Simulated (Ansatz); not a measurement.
# Rb: what the electrons do

Space group Pnma; not relaxed (largest force 0.8 eV/Å). This isn't the usual form at ambient conditions.

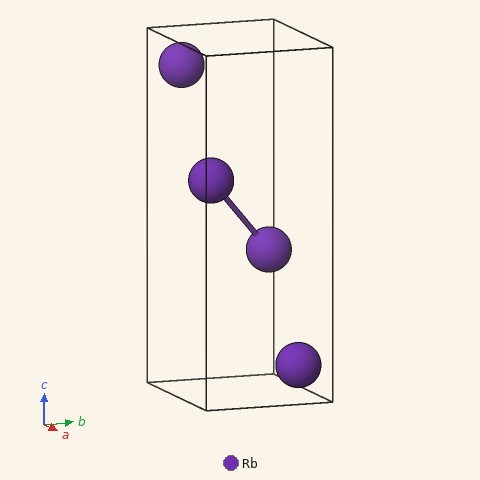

The conventional cell.

```xyz
4
Lattice="5.7400 0.0000 0.0000 0.0000 4.6400 0.0000 0.0000 0.0000 12.3800" Properties=species:S:1:pos:R:3 pbc="T T T"
Rb    0.2698    1.1600   11.0553
Rb    2.6002    3.4800    4.8653
Rb    3.1398    1.1600    7.5147
Rb    5.4702    3.4800    1.3247
```

Level of theory: DFT PBE, scalar-relativistic, plane waves, PAW in Ansatz 0.2.0.

Core electrons are frozen (PAW), so the maps are meaningful between the atoms, not at the nuclei.

### 1. Bonding charge

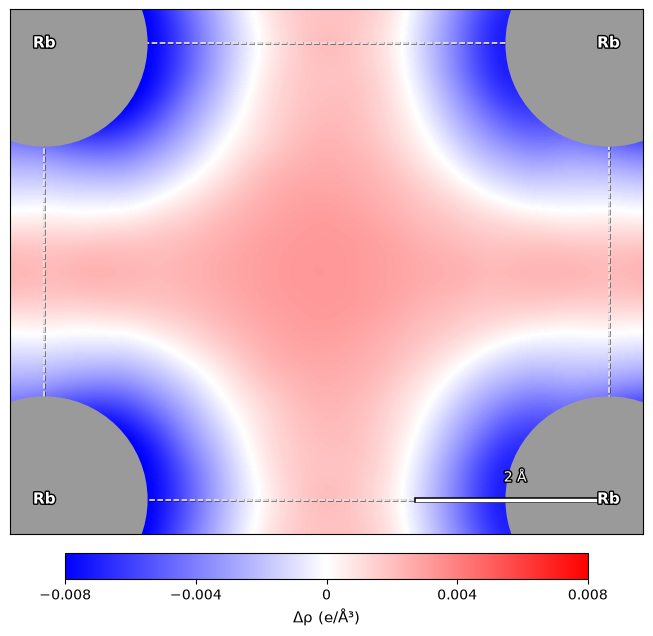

Density of the crystal less the sum of free-atom densities: a map on the (001) plane of the conventional cell, with grey discs over the atomic cores. Cores are masked to 1.0 Å (Rb).

Where does charge go when the atoms form this crystal?

Rb–Rb (3.56 Å): Δρ is about zero at the midpoint (this contact isn't in the plane drawn).
- Over the whole cell, outside the masked cores, the largest gain lies at the edge of the masked core of Rb, and the largest loss lies there too, in other directions.
- In all about 0.09 e an atom is rearranged against the free atoms.

### 2. One group of states

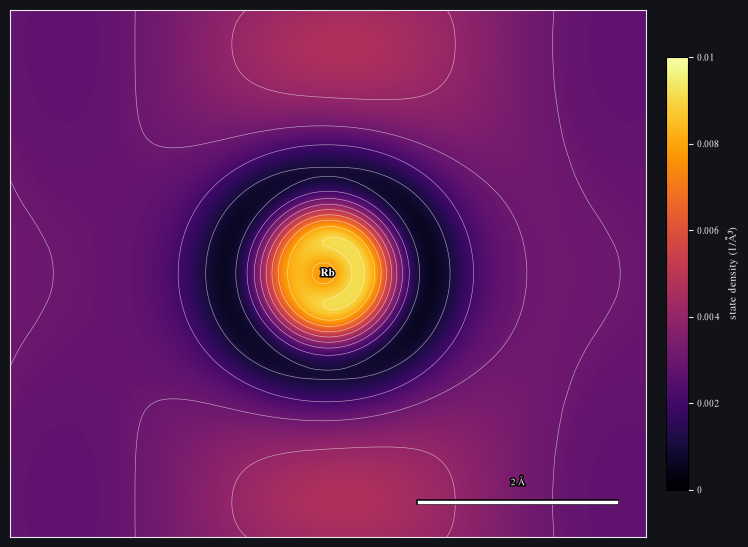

Density of the Kohn–Sham states from −1.2 to 0.0 eV about the Fermi level (the filled states just under the Fermi level), scaled to one electron a cell: a map on the (001) plane of the conventional cell.

What is the character of these states?

Löwdin projections on the PAW files' atomic orbitals give Rb 5s (over 95 %).

### 3. Moving an atom

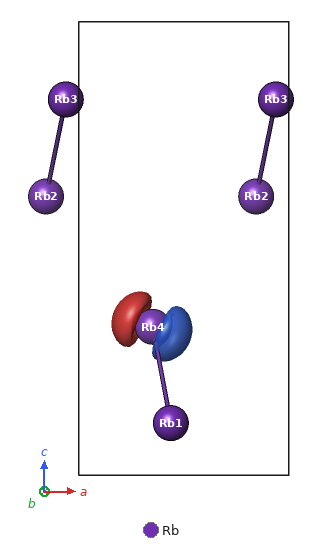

Rb: one atom of the 4-atom cell (and its periodic copies) was moved a little. Density after less density before, blue at +0.08 and red at −0.08 e/Å³, seen along the b axis; cell a = 5.74 Å, b = 4.64 Å, c = 12.38 Å, α = 90.00°, β = 90.00°, γ = 90.00°. The lobes lie largely inside the PAW sphere, where the density is a smoothed one.

Not relaxed before the move (largest force 0.8 eV/Å).

Which atom moved, and which way?

Rb4 moved towards the blue lobe, down and to the right in the picture. In the run the shift was 0.05 Å roughly along [1 0 0] in the axes of the cell drawn.

How much does the computed force on the atom change?

The force on it changes by 0.01 eV/Å along the move, against it: a stiffness of about 0.21 eV/Å² for this sublattice shift.

### 4. Change of volume

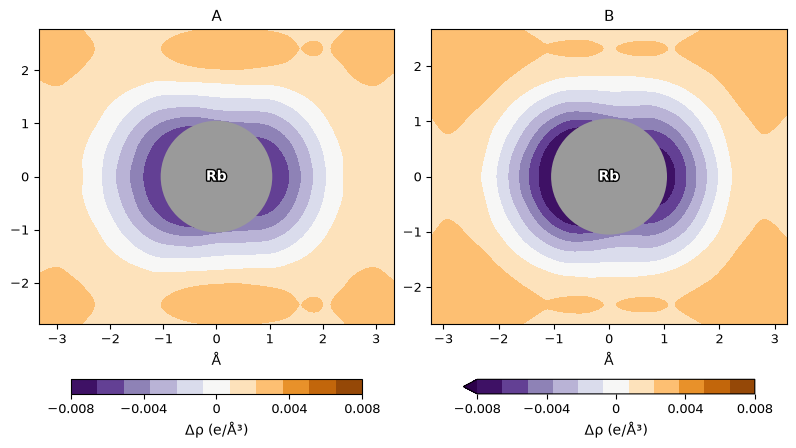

Rb: deformation density on the (001) plane of the conventional cell at two volumes, with the same fractional coordinates and one colour scale. Grey discs cover the cores.

Which panel is the larger cell, by how much, and what changes?

A is the larger cell: A has 112 % of the volume of B.
- The pressure is 1.1 GPa in B and 0.7 GPa in A.
- The rearranged charge is 0.09 e an atom in B and 0.08 e in A.
- The scaled cell isn't relaxed: forces reach 0.7 eV/Å.

### 5. Putting it together

The two pressures give a mean stiffness −ΔP/Δln V of about 3.7 GPa over this range, with the atoms held at their fractional positions.

Run times: 66 s (base cell), 38 s (state densities), 110 s (moved atom) and 71 s (scaled cell), on 1 thread of Arm Neoverse V1, with other jobs on the host.
